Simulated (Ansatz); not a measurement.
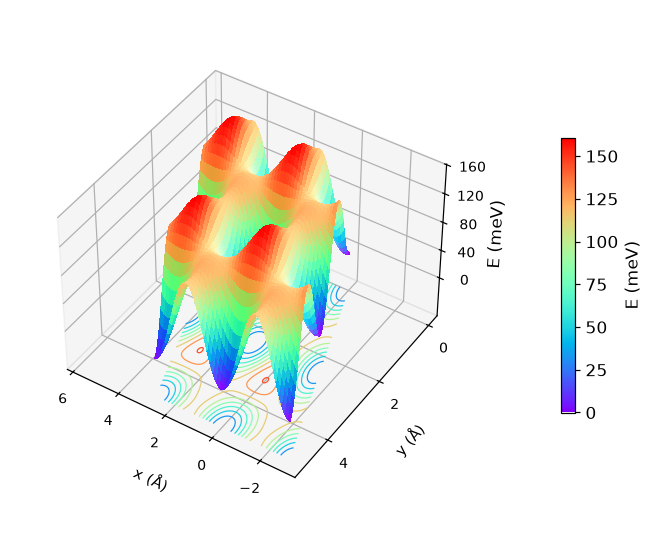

Energy landscape of O on an Al(001) slab cut from the P6_3/mmc phase, its upper half relaxed before the scan (32 atoms of substrate and one adsorbate in a 2 × 2 cell). O is moved over the surface cell at a fixed height above a rigid substrate; the origin of the map has the adsorbate above Al29; the height is held at 2.50 Å. Places are given modulo a cell vector. The map is drawn in real space over the plane of the surface. The grid has 6 × 6 points; 10 points were computed and 26 follow by symmetry. Places are given in fractions of the 1 × 1 surface cell. Energies: meV, counted from the lowest grid point. The runs have no spin polarisation, so an open-shell adsorbate far from the surface lies too high. At a fixed height the lowest place need not be the adsorption site. Method: DFT PBE+D3(BJ), scalar-relativistic, plane waves, PAW in Ansatz 0.2.0. Settings: cutoff 420 eV, k-mesh 6×6×1, gaussian smearing 0.1 eV, no spin polarisation.

The picture shows a relief with its contours projected below, any walls above the top of the colour scale cut off. Between grid points the surface is interpolated. 

Summarise what can be read from the map.

Answer. The lowest grid point is at the top site over a surface Al atom, (0/6, 0/6) of the cell vectors. No other kind of well shows on this grid. The highest grid point, a threefold hollow over a second-layer Al atom, (4/6, 2/6) of the cell vectors, lies 161 meV above the lowest. On the interpolated surface the easiest way out of the lowest well to its copy in the next cell or period passes a barrier of about 125 meV. At the lowest point the adsorbate has 1 Al at 2.50 Å as nearest neighbours, at the highest 3 Al at 2.98 Å.

Grid values (meV):

| second ↓, first → | 0/6 | 1/6 | 2/6 | 3/6 | 4/6 | 5/6 |
| --- | --- | --- | --- | --- | --- | --- |
| 5/6 | 32 | 75 | 118 | 118 | 75 | 32 |
| 4/6 | 96 | 118 | 129 | 118 | 96 | 85 |
| 3/6 | 129 | 118 | 118 | 129 | 139 | 139 |
| 2/6 | 96 | 75 | 96 | 139 | 161 | 139 |
| 1/6 | 32 | 32 | 85 | 139 | 139 | 85 |
| 0/6 | 0 | 32 | 96 | 129 | 96 | 32 |

The input of one point:

```yaml
crystal:
  lattice:
    - [5.6288445222, 0.0, 0.0]
    - [-2.8144222611, 4.8747223502, 0.0]
    - [0.0, 0.0, 33.5549453352]
  atoms:
    - { symbol: Al, position: [0.1666666667, 0.3333333333, 0.1192074658] }
    - { symbol: Al, position: [0.1666666667, 0.8333333333, 0.1192074658] }
    - { symbol: Al, position: [0.6666666667, 0.3333333333, 0.1192074658] }
    - { symbol: Al, position: [0.6666666667, 0.8333333333, 0.1192074658] }
    - { symbol: Al, position: [0.0, 0.0, 0.1880575786] }
    - { symbol: Al, position: [0.0, 0.5, 0.1880575786] }
    - { symbol: Al, position: [0.5, 0.0, 0.1880575786] }
    - { symbol: Al, position: [0.5, 0.5, 0.1880575786] }
    - { symbol: Al, position: [0.3333333333, 0.1666666667, 0.2569076914] }
    - { symbol: Al, position: [0.3333333333, 0.6666666667, 0.2569076914] }
    - { symbol: Al, position: [0.8333333333, 0.1666666667, 0.2569076914] }
    - { symbol: Al, position: [0.8333333333, 0.6666666667, 0.2569076914] }
    - { symbol: Al, position: [0.0, 0.0, 0.3257578042] }
    - { symbol: Al, position: [0.0, 0.5, 0.3257578042] }
    - { symbol: Al, position: [0.5, 0.0, 0.3257578042] }
    - { symbol: Al, position: [0.5, 0.5, 0.3257578042] }
    - { symbol: Al, position: [0.1666666667, 0.3333333333, 0.3941383343] }
    - { symbol: Al, position: [0.1666666667, 0.8333333333, 0.3941383343] }
    - { symbol: Al, position: [0.6666666667, 0.3333333333, 0.3941383343] }
    - { symbol: Al, position: [0.6666666667, 0.8333333333, 0.3941383343] }
    - { symbol: Al, position: [0.0, 0.0, 0.4632563468] }
    - { symbol: Al, position: [0.0, 0.5, 0.4632563468] }
    - { symbol: Al, position: [0.5, 0.0, 0.4632563468] }
    - { symbol: Al, position: [0.5, 0.5, 0.4632563468] }
    - { symbol: Al, position: [0.3333333333, 0.1666666667, 0.5326957441] }
    - { symbol: Al, position: [0.3333333333, 0.6666666667, 0.5326957441] }
    - { symbol: Al, position: [0.8333333333, 0.1666666667, 0.5326957441] }
    - { symbol: Al, position: [0.8333333333, 0.6666666667, 0.5326957441] }
    - { symbol: Al, position: [0.0, 0.0, 0.6036351761] }
    - { symbol: Al, position: [0.0, 0.5, 0.6036351761] }
    - { symbol: Al, position: [0.5, 0.0, 0.6036351761] }
    - { symbol: Al, position: [0.5, 0.5, 0.6036351761] }
    - { symbol: O, position: [0.0, 0.0, 0.6781398422] }
basis:
  ecutwfc: 420
kpoints:
  mp_grid: { grid: [6, 6, 1] }
hamiltonian:
  xc: pbe
  pseudopotentials: { kind: paw, azcp: { folder: soft_1 } }
  dispersion: d3bj
scf:
  occupations: { method: gaussian, width: 0.1 }
output:
  forces: true
  eigenvalues: true
  write_density: true
  write_potential: true
  elf: true
  volumetric_format: npy
efield:
  axis: 3
  dipole_correction: true
  ramp_width: 0.04
```

Each point was launched as `ansatz run input.yaml --threads 2 --pin off --max-ram 6144MiB --backend cpu --events-out ev --progress --plain --runs-dir out`. Time for the 10 points that were run: 28 min on 2 threads of Arm Neoverse N1, on a shared host.
